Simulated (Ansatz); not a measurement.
Single-point calculation, with input and output: TaN (part 1 of 3)

TaN (P-62m, 6 atoms in the cell), computed with DFT PBEsol+U+J, spin-orbit coupling, plane waves, PAW, U = 2 eV, J = 0.9 eV on Ta atom 1 d; U = 2 eV, J = 0.9 eV on Ta atom 2 d; U = 2 eV, J = 0.9 eV on Ta atom 3 d (Ansatz 0.2.0).

The structure derives from an entry of the Crystallography Open Database. It belongs to a series of runs on one base structure; here: canted directions held.

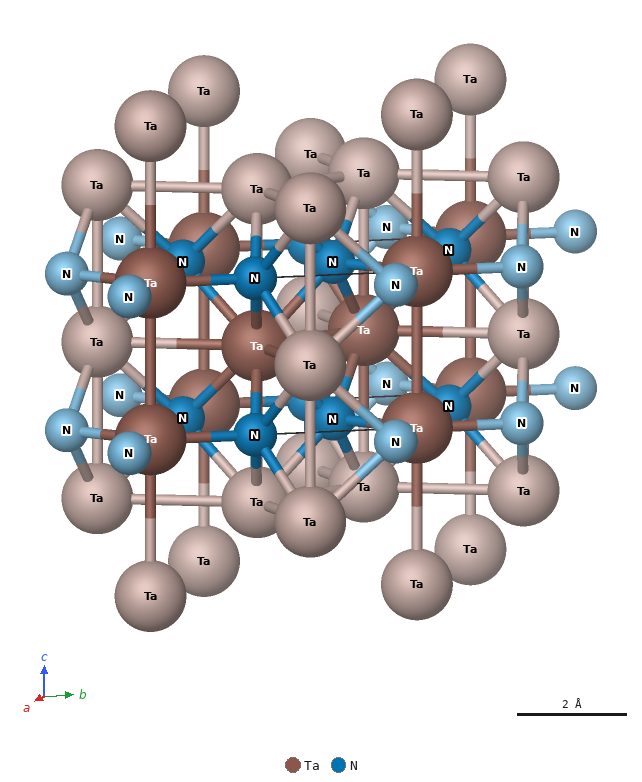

Fig. 1: The structure (ball-and-stick view of the cell of the calculation, seen slightly off an axis; neighbours outside the cell are drawn fainter).

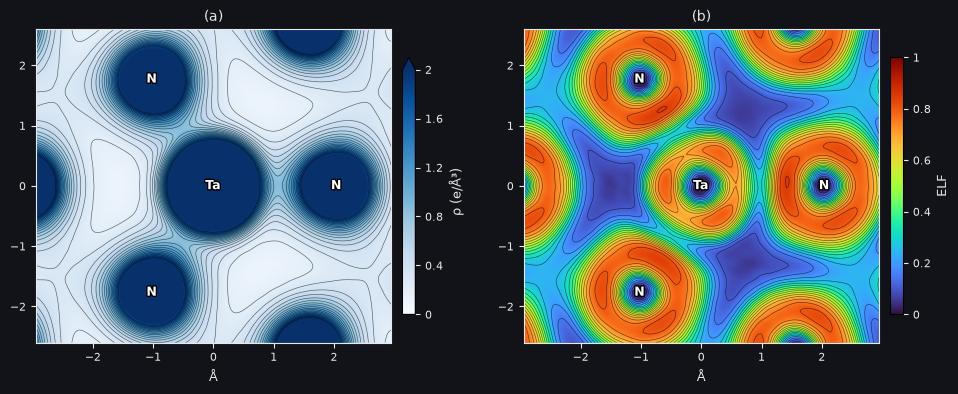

Fig. 2: (a) valence charge density (pseudo); (b) electron localisation function on the (001) plane of the conventional cell. The section cuts through Ta and N sites. Ta–N (2.04 Å): ρ is about 0.88 e/Å³ halfway; the ELF is about 0.30 at the midpoint (no shared pair; the contact is polar). Away from the nuclei the density in this plane falls to 0.12 e/Å³ at its lowest. The strong features right at Ta lie inside the PAW spheres (semicore, d or f shells) and say nothing about bonding. The fields are those of the smooth PAW valence density.

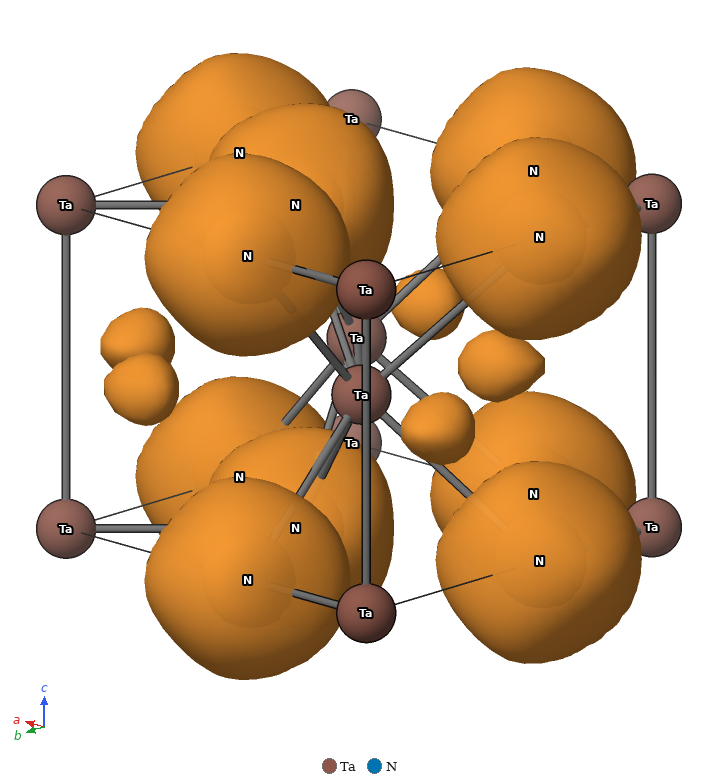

Fig. 3: Isosurface of the ELF at 0.65 (orange), seen at an oblique angle. Core shells and regions of very low density are left out. Sticks mark near contacts. The outline is the cell set on symmetry axes. Profiles from the grid: Ta–N (2.04 Å): the ELF is about 0.30 at the midpoint; a polar contact without a shared pair, in a metal. Ta–Ta (2.91 Å): the ELF is about 0.25 at the midpoint (no localised pair between them).

The input that produced these results follows, with the program's output.

Input file:
```yaml
crystal:
  lattice:
    - [5.19600015, 0.0, 0.0]
    - [-2.59800008, 4.49986813, 0.0]
    - [0.0, 0.0, 2.9109996]
  atoms:
    - { symbol: Ta, position: [0.3333333333, 0.6666666667, 0.5], spin: 2.0, spin_axis: [0.0, 0.0, 1.0] }
    - { symbol: Ta, position: [0.6666666667, 0.3333333333, 0.5], spin: 2.0, spin_axis: [1.0, 0.0, 0.0] }
    - { symbol: Ta, position: [0.0, 0.0, 0.0], spin: 2.0, spin_axis: [0.0, 0.0, 1.0] }
    - { symbol: "N", position: [0.39285, 0.0, 0.0] }
    - { symbol: "N", position: [0.60715, 0.60715, 0.0] }
    - { symbol: "N", position: [0.0, 0.39285, 0.0] }
basis:
  ecutwfc: 420
  ecutrho_ratio: 4
kpoints:
  mp_grid: { grid: [4, 4, 6] }
hamiltonian:
  xc: pbesol
  hubbard:
    sites:
      - { site: 0, l: d, u: 2.0, j: 0.9, starting_ns: [{ occupation_matrix: s0 }] }
      - { site: 1, l: d, u: 2.0, j: 0.9, starting_ns: [{ occupation_matrix: s1 }] }
      - { site: 2, l: d, u: 2.0, j: 0.9, starting_ns: [{ occupation_matrix: s2 }] }
    occupation_matrices:
      s0:
        spinor_matrix:
          - [[0.97, 0.0], [0.0, 0.0], [0.0, 0.0], [0.0, 0.0], [0.0, 0.0], [0.0, 0.0], [0.0, 0.0], [0.0, 0.0], [0.0, 0.0], [0.0, 0.0]]
          - [[0.0, 0.0], [0.02, 0.0], [0.0, 0.0], [0.0, 0.0], [0.0, 0.0], [0.0, 0.0], [0.0, 0.0], [0.0, 0.0], [0.0, 0.0], [0.0, 0.0]]
          - [[0.0, 0.0], [0.0, 0.0], [0.02, 0.0], [0.0, 0.0], [0.0, 0.0], [0.0, 0.0], [0.0, 0.0], [0.0, 0.0], [0.0, 0.0], [0.0, 0.0]]
          - [[0.0, 0.0], [0.0, 0.0], [0.0, 0.0], [0.02, 0.0], [0.0, 0.0], [0.0, 0.0], [0.0, 0.0], [0.0, 0.0], [0.0, 0.0], [0.0, 0.0]]
          - [[0.0, 0.0], [0.0, 0.0], [0.0, 0.0], [0.0, 0.0], [0.97, 0.0], [0.0, 0.0], [0.0, 0.0], [0.0, 0.0], [0.0, 0.0], [0.0, 0.0]]
          - [[0.0, 0.0], [0.0, 0.0], [0.0, 0.0], [0.0, 0.0], [0.0, 0.0], [0.02, 0.0], [0.0, 0.0], [0.0, 0.0], [0.0, 0.0], [0.0, 0.0]]
          - [[0.0, 0.0], [0.0, 0.0], [0.0, 0.0], [0.0, 0.0], [0.0, 0.0], [0.0, 0.0], [0.02, 0.0], [0.0, 0.0], [0.0, 0.0], [0.0, 0.0]]
          - [[0.0, 0.0], [0.0, 0.0], [0.0, 0.0], [0.0, 0.0], [0.0, 0.0], [0.0, 0.0], [0.0, 0.0], [0.02, 0.0], [0.0, 0.0], [0.0, 0.0]]
          - [[0.0, 0.0], [0.0, 0.0], [0.0, 0.0], [0.0, 0.0], [0.0, 0.0], [0.0, 0.0], [0.0, 0.0], [0.0, 0.0], [0.02, 0.0], [0.0, 0.0]]
          - [[0.0, 0.0], [0.0, 0.0], [0.0, 0.0], [0.0, 0.0], [0.0, 0.0], [0.0, 0.0], [0.0, 0.0], [0.0, 0.0], [0.0, 0.0], [0.02, 0.0]]
      s1:
        spinor_matrix:
          - [[0.495, 0.0], [0.0, 0.0], [0.0, 0.0], [0.0, 0.0], [0.0, 0.0], [0.475, 0.0], [0.0, 0.0], [0.0, 0.0], [0.0, 0.0], [0.0, 0.0]]
          - [[0.0, 0.0], [0.02, 0.0], [0.0, 0.0], [0.0, 0.0], [0.0, 0.0], [0.0, 0.0], [0.0, 0.0], [0.0, 0.0], [0.0, 0.0], [0.0, 0.0]]
          - [[0.0, 0.0], [0.0, 0.0], [0.02, 0.0], [0.0, 0.0], [0.0, 0.0], [0.0, 0.0], [0.0, 0.0], [0.0, 0.0], [0.0, 0.0], [0.0, 0.0]]
          - [[0.0, 0.0], [0.0, 0.0], [0.0, 0.0], [0.02, 0.0], [0.0, 0.0], [0.0, 0.0], [0.0, 0.0], [0.0, 0.0], [0.0, 0.0], [0.0, 0.0]]
          - [[0.0, 0.0], [0.0, 0.0], [0.0, 0.0], [0.0, 0.0], [0.495, 0.0], [0.0, 0.0], [0.0, 0.0], [0.0, 0.0], [0.0, 0.0], [0.475, 0.0]]
          - [[0.475, 0.0], [0.0, 0.0], [0.0, 0.0], [0.0, 0.0], [0.0, 0.0], [0.495, 0.0], [0.0, 0.0], [0.0, 0.0], [0.0, 0.0], [0.0, 0.0]]
          - [[0.0, 0.0], [0.0, 0.0], [0.0, 0.0], [0.0, 0.0], [0.0, 0.0], [0.0, 0.0], [0.02, 0.0], [0.0, 0.0], [0.0, 0.0], [0.0, 0.0]]
          - [[0.0, 0.0], [0.0, 0.0], [0.0, 0.0], [0.0, 0.0], [0.0, 0.0], [0.0, 0.0], [0.0, 0.0], [0.02, 0.0], [0.0, 0.0], [0.0, 0.0]]
          - [[0.0, 0.0], [0.0, 0.0], [0.0, 0.0], [0.0, 0.0], [0.0, 0.0], [0.0, 0.0], [0.0, 0.0], [0.0, 0.0], [0.02, 0.0], [0.0, 0.0]]
          - [[0.0, 0.0], [0.0, 0.0], [0.0, 0.0], [0.0, 0.0], [0.475, 0.0], [0.0, 0.0], [0.0, 0.0], [0.0, 0.0], [0.0, 0.0], [0.495, 0.0]]
      s2:
        spinor_matrix:
          - [[0.97, 0.0], [0.0, 0.0], [0.0, 0.0], [0.0, 0.0], [0.0, 0.0], [0.0, 0.0], [0.0, 0.0], [0.0, 0.0], [0.0, 0.0], [0.0, 0.0]]
          - [[0.0, 0.0], [0.02, 0.0], [0.0, 0.0], [0.0, 0.0], [0.0, 0.0], [0.0, 0.0], [0.0, 0.0], [0.0, 0.0], [0.0, 0.0], [0.0, 0.0]]
          - [[0.0, 0.0], [0.0, 0.0], [0.97, 0.0], [0.0, 0.0], [0.0, 0.0], [0.0, 0.0], [0.0, 0.0], [0.0, 0.0], [0.0, 0.0], [0.0, 0.0]]
          - [[0.0, 0.0], [0.0, 0.0], [0.0, 0.0], [0.02, 0.0], [0.0, 0.0], [0.0, 0.0], [0.0, 0.0], [0.0, 0.0], [0.0, 0.0], [0.0, 0.0]]
          - [[0.0, 0.0], [0.0, 0.0], [0.0, 0.0], [0.0, 0.0], [0.02, 0.0], [0.0, 0.0], [0.0, 0.0], [0.0, 0.0], [0.0, 0.0], [0.0, 0.0]]
          - [[0.0, 0.0], [0.0, 0.0], [0.0, 0.0], [0.0, 0.0], [0.0, 0.0], [0.02, 0.0], [0.0, 0.0], [0.0, 0.0], [0.0, 0.0], [0.0, 0.0]]
          - [[0.0, 0.0], [0.0, 0.0], [0.0, 0.0], [0.0, 0.0], [0.0, 0.0], [0.0, 0.0], [0.02, 0.0], [0.0, 0.0], [0.0, 0.0], [0.0, 0.0]]
          - [[0.0, 0.0], [0.0, 0.0], [0.0, 0.0], [0.0, 0.0], [0.0, 0.0], [0.0, 0.0], [0.0, 0.0], [0.02, 0.0], [0.0, 0.0], [0.0, 0.0]]
          - [[0.0, 0.0], [0.0, 0.0], [0.0, 0.0], [0.0, 0.0], [0.0, 0.0], [0.0, 0.0], [0.0, 0.0], [0.0, 0.0], [0.02, 0.0], [0.0, 0.0]]
          - [[0.0, 0.0], [0.0, 0.0], [0.0, 0.0], [0.0, 0.0], [0.0, 0.0], [0.0, 0.0], [0.0, 0.0], [0.0, 0.0], [0.0, 0.0], [0.02, 0.0]]
    ns_hold: { iters: 8 }
scf:
  occupations: { method: gaussian, width: 0.05 }
  lower_state_search: "off"
  max_iter: 150
output:
  forces: true
  stress: true
  eigenvalues: true
  populations: true
  hubbard: { sites: [{ site: 0, l: d }, { site: 1, l: d }, { site: 2, l: d }] }
  write_density: true
  write_potential: true
  elf: true
  volumetric_format: npy
magnetization:
  noncollinear: true
  spin_orbit: true
  spin_locking: { lock_directions: true }
```

Launched with:
```bash
ansatz run input.yaml --threads 4 --pin off --max-ram 6144MiB --backend cpu --events-out ev --progress --plain --runs-dir out
```

Log:
```
Warning: output.stress: scf.convergence.dr2_threshold = 1e-7 eV (the SCF's general default) is looser than the 6e-10 eV advised for a printed stress (1e-10 eV for each atom of the cell: 6). What an SCF threshold leaves in a stress goes as its square root, and in the free energy as the threshold itself, and one threshold admits the most on a small cell: of the crystals measured, under no hybrid functional and no lock of the moments, on runs that ended without the residual-converged pass, on stresses that held no estimate of that error, the worst erred by over 100 MPa in a component at 1e-7 eV an atom and by under 5 at 1e-10. Set scf.convergence.dr2_threshold to 6e-10 eV or tighter. The threshold is an SCF's pass mark: one that does not reach it within its budget of iterations ends unconverged, or closes short of it on a stop that the run arms, and scf.convergence.dr2_threshold's page says what that costs each kind of run
Warning: output.stress: the lock of the moments that magnetization.spin_locking holds to the close lets an SCF meet its threshold on dr2 anywhere within the lock's freeze window, and the stress can move with the moments there: no threshold on dr2 bounds that. The window is the square root of the freeze energy over magnetization.spin_locking.lambda. Set magnetization.spin_locking.freeze_energy_tol to 1e-7 of magnetization.spin_locking.lambda or tighter (1e-7 eV at magnetization.spin_locking.lambda's default), and hold the SCF's own gates tight with it: the threshold on dr2 and, on a non-collinear run, whose gate on the magnetisation can be let go, scf.convergence.magnetization_residual_energy_tol, under 2e-7 eV over the cell's volume in cubic angstroms (a run under these bars is not thereby shown to hold its stress)
Ta: projections on atomic orbitals take those of the free atom [Kr 4d10 4f14] 5s2 5p6 5d3 6s2, of charge +0.00 (hamiltonian.pseudopotentials.projection_atoms); the dataset's partial waves leave at most 1.2e-6 of an orbital's norm unspanned inside its sphere
N: projections on atomic orbitals take those of the free atom [He] 2s2 2p3, of charge +0.00 (hamiltonian.pseudopotentials.projection_atoms); the dataset's partial waves leave at most 3.0e-12 of an orbital's norm unspanned inside its sphere
Engine: ansatz 0.2.0, x86_64-unknown-linux-gnu
Pseudopotentials: kind: paw_fr
Pseudopotential: Ta, paw_fr, valence charge 13, recommended cutoff 420 eV (normal), Ta.paw.azcp#standard-fr
Pseudopotential: N, paw_fr, valence charge 5, recommended cutoff 420 eV (normal), N.paw.azcp#standard-fr
Functional definition: PBEsol
  exchange = pbesol_x
  correlation = pbesol_c
Crystal: 6 atoms, lattice volume = 68.063 Å³
Basis set: ecut = 420 eV, 1287 PW (Γ), exchange–correlation on 72×72×40 points (8 copies of the dense FFT grid, shifted against one another)
Bands: 66, of which v1, the nominal top of the filled ones, is band 54 counted from 1 (53 counted from 0)
Symmetry: 1 space group operations
Magnetic group: BNS 1.1 (UNI 1), of the structure as read, at distance tolerance 4.1e-5 Å
k-points: 96
Projection manifold: j_resolved (fully-relativistic pseudo-atomic orbitals)
Non-local potential: Ta, projectors of the file, l = 0: 3, l = 1: 4, l = 2: 4, l = 3: 2
Non-local potential: N, projectors of the file, l = 0: 2, l = 1: 4, l = 2: 2
PAW form: soft (Blöchl's): semilocal exchange-correlation on the pseudo side does not see the compensation charge
PAW frozen core: Ta, regenerated for the run's functional, and the local potential with it (the file was generated under x = pbe(κ = 0.804, μ = 0.2195149727645171), c = pbe(β = 0.06672455060314922))
PAW frozen core: N, regenerated for the run's functional, and the local potential with it (the file was generated under x = pbe(κ = 0.804, μ = 0.2195149727645171), c = pbe(β = 0.06672455060314922))
PAW one-centre angular grid: Ta, 590 points (default); XC on 64 Gauss nodes
PAW one-centre angular grid: N, 110 points (default); XC on 64 Gauss nodes
Initial density: superposition of atomic densities (chi_scale 0.1, normalization cell, long waves kept (reshape's long-wave potential 0.01 eV rms))
Starting moments: Σ|m| = 6 μB on 3 of 6 sites
Initial wavefunctions: pseudopotential atomic-orbital guess
Functional: x = pbesol(κ = 0.804, μ = 0.12345679012345678), c = pbesol(β = 0.046)
```
